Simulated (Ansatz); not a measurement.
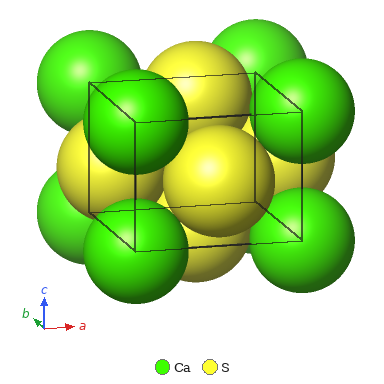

The image is a space-filling drawing of a crystal, viewed slightly off an axis. One conventional unit cell is framed, with atoms on its boundary repeated. Cell: a = 4.61 Å, b = 4.61 Å, c = 3.55 Å, α = 90.00°, β = 90.00°, γ = 90.00°.

The structure was taken from a structure type filled with these elements by a generator (whether the compound takes this form wasn't checked). Earlier steps of the study may have refined or changed the cell and positions. An electronic-structure calculation with Ansatz was run on it.

Explain the picture.

Answer. The stoichiometry is CaS3. It belongs to space group P4/mmm (No. 123) and has a primitive tetragonal lattice. With Z = 1, the cell contains 1 Ca, 3 S. Every Ca atom has twelve S at about 2.9 to 3.3 Å as neighbours. S bonds to four Ca in a distorted square planar arrangement at about 2.9 to 3.3 Å.

Calculation details: Ansatz 0.2.0, DFT PBE, scalar-relativistic, plane waves, PAW; a basis cut at 420 eV, a 10×10×14 mesh of k-points, Gaussian smearing of 0.1 eV, no spin polarisation.

What does the calculation say: metal or gapped?

Answer. A metal: bands cross the Fermi level.

What are the atomic charges by Bader's partition?

Answer. Ca +1.47 e; S -0.64 to -0.19 e.

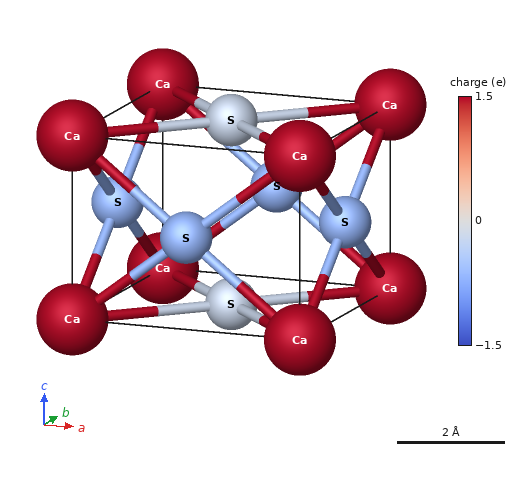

The atoms coloured by those charges. The run's cell of 4 atoms is drawn.

Is the structure relaxed at this level of theory?

Answer. Yes. All forces vanish to within 0.01 eV/Å. The pressure is 0.0 GPa, close to zero.
